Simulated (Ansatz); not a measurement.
# Run report: Al₅GaAs₆, band-structure calculation

System: Al₅GaAs₆ (Pmm2, 12 atoms in the cell).
Method: DFT PBE, scalar-relativistic, plane waves, PAW, no spin polarisation (Ansatz 0.2.0).

The structure was made by a generator, so it may or may not be a known phase.

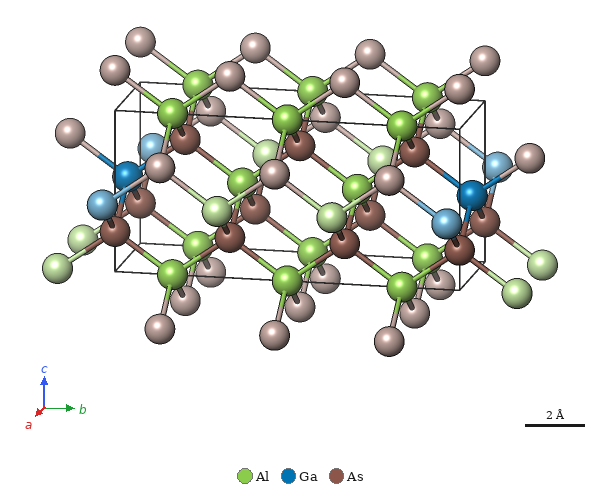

Figure 1. The input geometry (ball-and-stick view of the cell of the calculation, seen slightly off an axis; neighbours outside the cell are drawn fainter). An atom can appear more than once, as a periodic image. Near neighbours in the periodic cell (some may lie outside the picture): Al has 4 As at 2.48 Å; Ga has 4 As at 2.49 Å; As has 3 Al at 2.48 Å and 1 Ga at 2.49 Å; As has 2 Al at 2.48 Å and 2 Ga at 2.49 Å; As has 4 Al at 2.48 Å.

Input file
```yaml
crystal:
  lattice:
    - [4.054171, 0.0, 0.0]
    - [0.0, 12.158071, 0.0]
    - [0.0, 0.0, 5.729349]
  atoms:
    - { symbol: Al, position: [0.0, 0.833077, 7.0e-06] }
    - { symbol: Al, position: [0.0, 0.166923, 7.0e-06] }
    - { symbol: Al, position: [0.5, 0.333455, 0.499862] }
    - { symbol: Al, position: [0.0, 0.5, 0.0] }
    - { symbol: Al, position: [0.5, 0.666545, 0.499862] }
    - { symbol: Ga, position: [0.5, 0.0, 0.500085] }
    - { symbol: As, position: [0.5, 0.832776, 0.750756] }
    - { symbol: As, position: [0.0, 0.0, 0.248204] }
    - { symbol: As, position: [0.5, 0.167224, 0.750756] }
    - { symbol: As, position: [0.0, 0.333482, 0.250109] }
    - { symbol: As, position: [0.5, 0.5, 0.750243] }
    - { symbol: As, position: [0.0, 0.666518, 0.250109] }
basis:
  ecutwfc: 420
kpoints:
  mp_grid: { grid: [8, 4, 6] }
  band_path:
    path:
      - [[0.0, 0.0, 0.0], [0.5, 0.0, 0.0], [0.5, 0.5, 0.0], [0.0, 0.5, 0.0], [0.0, 0.0, 0.0], [0.0, 0.0, 0.5], [0.5, 0.0, 0.5], [0.5, 0.5, 0.5], [0.0, 0.5, 0.5], [0.0, 0.0, 0.5]]
      - [[0.5, 0.0, 0.0], [0.5, 0.0, 0.5]]
      - [[0.0, 0.5, 0.0], [0.0, 0.5, 0.5]]
      - [[0.5, 0.5, 0.0], [0.5, 0.5, 0.5]]
    npoints: 10
hamiltonian:
  xc: pbe
scf:
  occupations: { method: gaussian, width: 0.02 }
  n_extra_bands: 30
output:
  forces: true
  stress: true
  eigenvalues: true
  populations: true
  dos: { projected: true, de: 0.02, nscf_kmesh: { grid: [12, 6, 9] } }
  bader: false
  write_density: true
  write_potential: true
  elf: true
  volumetric_format: npy
```

Run as:
```bash
ansatz run input.yaml --threads 4 --pin off --max-ram 8192MiB --backend cpu --events-out ev --progress --plain --runs-dir out
```

The program's output
```
scf.n_extra_bands = 30 over 59 filled bands (N_el = 118.0): the run solves 89 bands
Engine: ansatz 0.2.0, x86_64-unknown-linux-gnu
Pseudopotentials: kind: paw
Pseudopotential: Al, paw, valence charge 3, recommended cutoff 420 eV (normal), Al.paw.azcp
Pseudopotential: Ga, paw, valence charge 13, recommended cutoff 420 eV (normal), Ga.paw.azcp
Pseudopotential: As, paw, valence charge 15, recommended cutoff 420 eV (normal), As.paw.azcp
Functional definition: PBE
  parameter kappa = 0.804
  parameter beta = 0.06672455060314922
  exchange = pbe_x(kappa = kappa, mu = beta*pi^2/3)
  correlation = pbe_c(beta = beta)
Crystal: 12 atoms, lattice volume = 282.405 Å³
Basis set: ecut = 420 eV, 5567 PW (Γ), exchange–correlation on 60×180×80 points (8 copies of the dense FFT grid, shifted against one another)
Bands: 89, of which v1, the nominal top of the filled ones, is band 59 counted from 1 (58 counted from 0)
Symmetry: 4 space group operations
Space group: Pmm2 (ITA 25), of the structure as read, at distance tolerance 6.6e-5 Å
k-points: 60 of 192 (time reversal used)
Non-local potential: Al, projectors of the file, l = 0: 2, l = 1: 2, l = 2: 1
Non-local potential: Ga, projectors of the file, l = 0: 2, l = 1: 2, l = 2: 3, l = 3: 1
Non-local potential: As, projectors of the file, l = 0: 2, l = 1: 2, l = 2: 3, l = 3: 1
PAW form: soft (Blöchl's): semilocal exchange-correlation on the pseudo side does not see the compensation charge
PAW one-centre angular grid: Al, 110 points (default); XC on 64 Gauss nodes
PAW one-centre angular grid: Ga, 590 points (default); XC on 64 Gauss nodes
PAW one-centre angular grid: As, 590 points (default); XC on 64 Gauss nodes
Initial density: superposition of atomic densities (neutral atoms: chi_scale 0, normalization atom), corrected by the library's trained network
Initial wavefunctions: pseudopotential atomic-orbital guess
Functional: x = pbe(κ = 0.804, μ = 0.2195149727645171), c = pbe(β = 0.06672455060314922)
SCF iter   1: F=—  HF=-35612.924983 eV  |F-HF|=—  |Δ(HF+E_count)|=         —  Δρ=1.78e-3  dr2=1.73e-2  ethr=1.77e-3  ⟨swp⟩=6.0  Hψ=22305  notcnv=0  defer=407
preconditioner: auto → Resta (q_TF=auto, 2.359 Å⁻¹)  ε∞=2.9  [insulator: Δε(μ)=1.414 eV  Ē_g=12.167 eV  σ=0.020 eV  W_gap=1.00  n_scr=66 (ndim 8)  ℏωp=16.8 eV  f_vac=0.019  D(μ)=0.00/eV (n_scr^D=0)  ε∞_Penn≈2.9]
SCF iter   2: F=—  HF=-35612.919562 eV  |F-HF|=—  |Δ(HF+E_count)|=   5.42e-3  Δρ=8.61e-4  dr2=3.83e-3  ethr=1.47e-5  ⟨swp⟩=2.1  Hψ=8252  notcnv=0  defer=1423
SCF iter   3: F=—  HF=-35612.919349 eV  |F-HF|=—  |Δ(HF+E_count)|=   2.13e-4  Δρ=3.86e-4  dr2=3.86e-4  ethr=3.24e-6  ⟨swp⟩=2.0  Hψ=6000  notcnv=0  defer=1423
SCF iter   4: F=—  HF=-35612.919167 eV  |F-HF|=—  |Δ(HF+E_count)|=   1.83e-4  Δρ=1.38e-4  dr2=8.66e-5  ethr=3.27e-7  ⟨swp⟩=2.0  Hψ=5657  notcnv=0  defer=1423
SCF iter   5: F=—  HF=-35612.919430 eV  |F-HF|=—  |Δ(HF+E_count)|=   2.64e-4  Δρ=3.94e-5  dr2=7.55e-6  ethr=7.34e-8  ⟨swp⟩=2.0  Hψ=5427  notcnv=0  defer=1423
SCF iter   6: F=—  HF=-35612.919438 eV  |F-HF|=—  |Δ(HF+E_count)|=   7.53e-6  Δρ=1.79e-5  dr2=3.08e-6  ethr=6.40e-9  ⟨swp⟩=2.0  Hψ=7457  notcnv=0  defer=1423
SCF iter   7: F=-35612.919438 eV  HF=-35612.919438 eV  |F-HF|=1.98e-7  |Δ(HF+E_count)|=   4.83e-7  Δρ=5.88e-6  dr2=7.83e-8  ethr=8.47e-11  ⟨swp⟩=14.1  Hψ=40829  notcnv=0
SCF 1 converged in 7 iterations: F = -35612.919438 eV  dr2 = 7.83e-8
  greatest PAW one-centre occupation: 0.999 electrons in one spin orbital (limit 2), on the As atom at site 7 (counted from 0), in its partial waves of l = 2
NSCF: frozen V_eff on 124 k-points
NSCF: frozen V_eff on 140 k-points
SCF converged after 7 iterations
Free energy (F): -35612.919438 eV
Harris-Foulkes:  -35612.919438 eV  (|F-HF|=1.98e-7)
Internal energy: -35612.919438 eV  (E = F + TS)
E sigma→0 (E₀):  -35612.919438 eV
Fermi energy:    6.972515 eV
--- Per-component energies (eV) ---
  E_band       = -1700.159898
  E_kinetic    = 847.015238
  E_local      = -15452.535879  (includes V_loc(G=0)·N_el)
  E_nonlocal   = -3545.712222
  E_hartree    = 8084.692886
  E_xc         = -740.922950
  E_vxc        = -675.674022  (∫ρ·V_xc dr)
  E_paw        = -15339.938607  (= ΣΔE_a)
  E_vpaw       = 957.372097  (= ΣTr[D̂ρ^β])
  E_aug_tail   = -0.000080  (compensation charges beyond the density's cutoff)
  E_ewald      = -9465.517824
  E_smearing   = -0.000000  (= −TS)
  E_closure    = 0.000000  (closes the sum)
  Σ components = -35612.919438   (vs F -35612.919438, Δ=0.00e0)
--- Forces (eV/Å), atoms counted from 1 ---
  atom   1  Al     0.00000000    -0.00072734    -0.00367999
  atom   2  Al     0.00000000     0.00072734    -0.00367999
  atom   3  Al     0.00000000    -0.00002519    -0.00295249
  atom   4  Al     0.00000000     0.00000000    -0.00322143
  atom   5  Al     0.00000000     0.00002519    -0.00295249
  atom   6  Ga     0.00000000     0.00000000    -0.00269037
  atom   7  As     0.00000000    -0.00041545     0.00238682
  atom   8  As     0.00000000     0.00000000     0.00466719
  atom   9  As     0.00000000     0.00041545     0.00238682
  atom  10  As    -0.00000000     0.00000836     0.00323774
  atom  11  As     0.00000000     0.00000000     0.00325743
  atom  12  As    -0.00000000    -0.00000836     0.00323774
  max |Σ_I F_I| component: 3.03e-6 eV/Å
--- Stress (GPa, compression-positive) ---
       -0.016600       0.000000       0.000000
        0.000000       0.015709       0.000000
        0.000000       0.000000       0.007238
  P = ⅓ Tr σ = 0.0021 GPa (0.021 kbar)
--- Band table (eV; the first three rows and the last of 60) ---
  k-point 0: bands = ["-28.3453", "-28.3445", "-28.3238", "-28.3203", "-28.3132", "-28.2789", "-28.2786", "-28.2687", "-28.2682", "-28.2677", "-28.2676", "-28.2506", "-28.2506", "-28.2501", "-28.2500", "-28.2072", "-28.2071", "-28.2064", "-28.2060", "-28.2056", "-28.2055", "-28.2051", "-28.2051", "-28.2049", "-28.1979", "-28.1978", "-28.1968", "-28.1966", "-28.1964", "-28.1962", "-8.1729", "-8.1522", "-8.1247", "-8.0855", "-8.0773", "-5.5541", "-4.9206", "-4.8356", "-3.7668", "-3.7525", "-3.6158", "0.5636", "1.0546", "1.2304", "2.7575", "2.8093", "2.8477", "2.9765", "4.0803", "4.0855", "4.5657", "4.5829", "4.6984", "4.7095", "5.8448", "5.8995", "6.2362", "6.2429", "6.2599", "7.6852", "7.7574", "8.4388", "8.7710", "8.8233", "9.4870", "9.6611", "10.3923", "10.3941", "10.3972", "10.8632", "10.8765", "11.0958", "11.0989", "11.9825", "12.0135", "12.3921", "12.4306", "13.3444", "13.3624", "13.5163", "13.5942", "13.6221", "13.6937", "13.9203", "13.9772", "14.7370", "15.0608", "15.1019", "15.3091"]
  k-point 1: bands = ["-28.3453", "-28.3445", "-28.3238", "-28.3203", "-28.3132", "-28.2789", "-28.2786", "-28.2687", "-28.2682", "-28.2677", "-28.2676", "-28.2506", "-28.2506", "-28.2501", "-28.2500", "-28.2072", "-28.2070", "-28.2063", "-28.2060", "-28.2056", "-28.2055", "-28.2052", "-28.2051", "-28.2049", "-28.1979", "-28.1978", "-28.1968", "-28.1966", "-28.1963", "-28.1962", "-8.1734", "-8.1526", "-8.1248", "-8.0852", "-8.0773", "-5.4646", "-4.8530", "-4.7694", "-3.8594", "-3.8286", "-3.8110", "0.6848", "1.1082", "1.1625", "2.3509", "2.5135", "3.2284", "3.2347", "4.1762", "4.1812", "4.7661", "4.7810", "5.0420", "5.0575", "5.4010", "5.7597", "5.8027", "5.9986", "6.0253", "7.8497", "8.3446", "8.7140", "8.8840", "8.9025", "9.0045", "9.0175", "10.0778", "10.7700", "10.7727", "11.0110", "11.0341", "11.0782", "11.1179", "11.8058", "11.9518", "12.5751", "12.5903", "12.7775", "12.7845", "13.0245", "13.0970", "14.0302", "14.1062", "14.3606", "15.0558", "15.1410", "15.2641", "15.3689", "15.4075"]
  k-point 2: bands = ["-28.3453", "-28.3445", "-28.3238", "-28.3203", "-28.3132", "-28.2789", "-28.2786", "-28.2687", "-28.2682", "-28.2677", "-28.2676", "-28.2506", "-28.2506", "-28.2501", "-28.2500", "-28.2072", "-28.2070", "-28.2062", "-28.2060", "-28.2056", "-28.2055", "-28.2052", "-28.2052", "-28.2051", "-28.1979", "-28.1977", "-28.1968", "-28.1966", "-28.1963", "-28.1962", "-8.1743", "-8.1535", "-8.1249", "-8.0848", "-8.0772", "-5.2045", "-4.6656", "-4.5835", "-4.2830", "-4.0688", "-4.0366", "0.7561", "1.0581", "1.6207", "1.8192", "1.9407", "4.0381", "4.1384", "4.2092", "4.4570", "4.4633", "4.9576", "4.9810", "5.4394", "5.4553", "5.5319", "5.5606", "5.5842", "5.6245", "7.9734", "8.2702", "8.4298", "8.9990", "9.0901", "9.1935", "9.4167", "9.8175", "10.8554", "10.9120", "11.0002", "11.0054", "11.0572", "11.1185", "11.6822", "11.7079", "11.9490", "11.9827", "13.1483", "13.1738", "13.3092", "13.5024", "13.5444", "14.1950", "14.2097", "14.8708", "15.1727", "15.2447", "15.2621", "15.2905"]
  k-point 59: bands = ["-28.3457", "-28.3433", "-28.3241", "-28.3203", "-28.3131", "-28.2786", "-28.2783", "-28.2686", "-28.2681", "-28.2680", "-28.2679", "-28.2504", "-28.2503", "-28.2497", "-28.2497", "-28.2069", "-28.2065", "-28.2063", "-28.2055", "-28.2055", "-28.2055", "-28.2054", "-28.2050", "-28.2046", "-28.1980", "-28.1975", "-28.1966", "-28.1965", "-28.1965", "-28.1963", "-8.1783", "-8.1495", "-8.1295", "-8.0863", "-8.0776", "-4.0957", "-4.0477", "-4.0367", "-3.9881", "-3.5903", "-3.5877", "0.2474", "0.9074", "0.9077", "0.9271", "1.0871", "1.1851", "3.1371", "3.1856", "3.4765", "3.4766", "4.1739", "4.2709", "4.2862", "4.3213", "5.0613", "5.0808", "5.0830", "5.1335", "8.7973", "9.2343", "9.2456", "9.3384", "10.4304", "10.4443", "10.4534", "10.5732", "10.6607", "10.6820", "11.3769", "11.6460", "11.6690", "11.6702", "11.6755", "11.7856", "11.8111", "11.9256", "12.2093", "12.3670", "14.1685", "14.1880", "14.1949", "14.3368", "15.3304", "15.3732", "15.5766", "15.5886", "16.4968", "16.5677"]
--- Löwdin populations: 12 sites ---
  site symbol       q [e]
     0     Al      2.6158
     1     Al      2.6158
     2     Al      2.6106
     3     Al      2.6090
     4     Al      2.6106
     5     Ga     12.9238
     6     As     15.2595
     7     As     15.1787
     8     As     15.2595
     9     As     15.3405
    10     As     15.3402
    11     As     15.3405
  spilling = 0.002503 (of n_electrons = 118.000000)
```

File populations.tsv
```
# site	symbol	l	j	q
# orbitals = lowdin
# n_electrons = 118.000000
# spilling = 0.002503
0	Al	0_3S	-	0.904517
0	Al	1_3P	-	1.711274
1	Al	0_3S	-	0.904517
1	Al	1_3P	-	1.711274
2	Al	0_3S	-	0.902587
2	Al	1_3P	-	1.707995
3	Al	0_3S	-	0.901293
3	Al	1_3P	-	1.707713
4	Al	0_3S	-	0.902587
4	Al	1_3P	-	1.707995
5	Ga	0_4S	-	1.139403
5	Ga	1_4P	-	1.795107
5	Ga	2_3D	-	9.989328
6	As	0_4S	-	1.477238
6	As	1_4P	-	3.785528
6	As	2_3D	-	9.996780
7	As	0_4S	-	1.480042
7	As	1_4P	-	3.701748
7	As	2_3D	-	9.996923
8	As	0_4S	-	1.477238
8	As	1_4P	-	3.785528
8	As	2_3D	-	9.996780
9	As	0_4S	-	1.474694
9	As	1_4P	-	3.869181
9	As	2_3D	-	9.996633
10	As	0_4S	-	1.475189
10	As	1_4P	-	3.868397
10	As	2_3D	-	9.996640
11	As	0_4S	-	1.474694
11	As	1_4P	-	3.869181
11	As	2_3D	-	9.996633
```

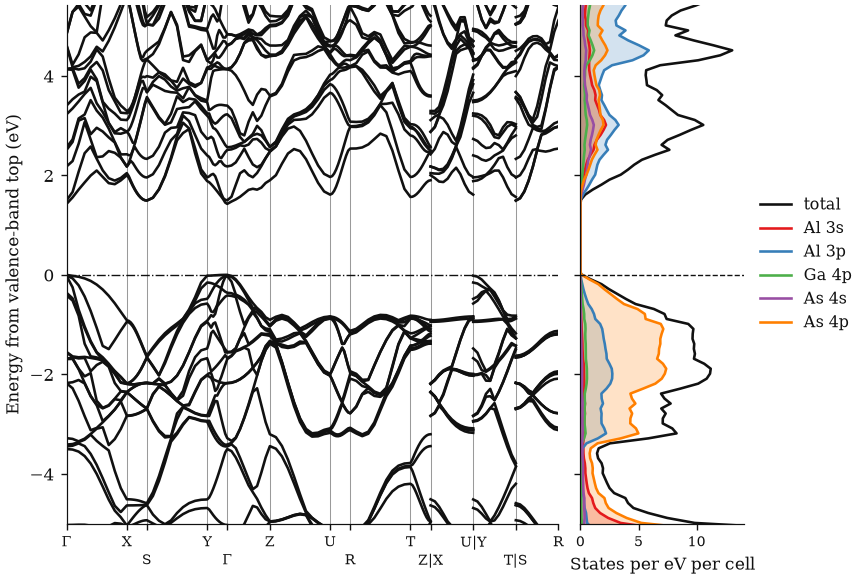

Figure 2. Band structure along Γ–X–S–Y–Γ–Z–U–R–T–Z|X–U|Y–T|S–R and density of states (projected on Löwdin-orthogonalised atomic shells), with energies from the valence-band top. There is a gap of 1.43 eV on this path, direct, at Γ.

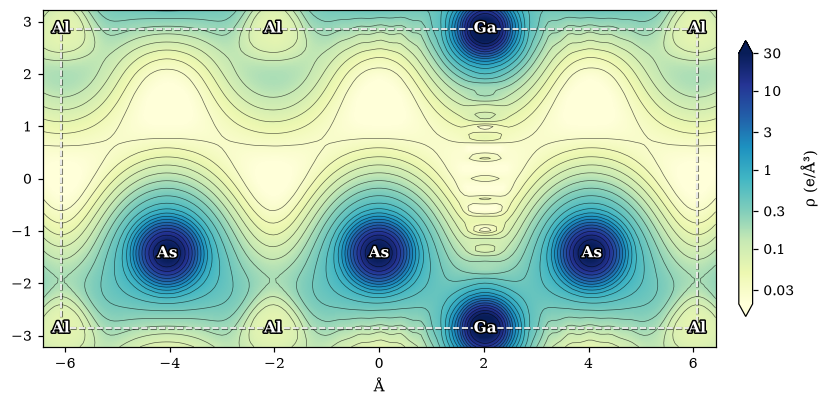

Figure 3. Valence electron density on the (100) plane of the conventional cell. Al–As (2.48 Å): ρ is about 0.46 e/Å³ halfway. Ga–As (2.49 Å): the density is about 0.46 e/Å³ at the midpoint. The density dies away to nearly zero in the voids. In a PAW calculation such maps are meaningful between the atoms, not at the nuclei.

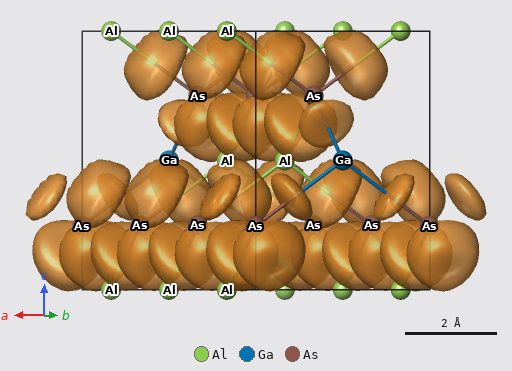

Figure 4. Isosurface of the ELF at 0.7 (orange), seen along [110]. Core shells and regions of very low density are left out. Sticks mark near contacts. The outline is the cell set on symmetry axes. Values along the shortest contacts: Al–As (2.48 Å): the ELF peaks at about 0.95 between the atoms (a shared electron pair). Ga–As (2.49 Å): the ELF peaks at about 0.80 between the atoms, which marks localised, shared-pair bonding.

Results in brief

```tsv
quantity	value
outcome	converged
space group (tolerance 0.01 Å)	Pmm2 (25)
electrons treated	118
free energy	−35612.9194 eV
Fermi energy	6.973 eV
gap on the k-point mesh	1.43 eV
gap on the band path	1.43 eV
pressure	0.00 GPa
largest force (length of the vector)	0.005 eV/Å
hardware	4 threads of Intel Xeon (Sapphire Rapids), 128 GiB of memory available, shared host
wall time	2.5 min (CPU time 9.9 min)
peak memory	2.6 GiB
```
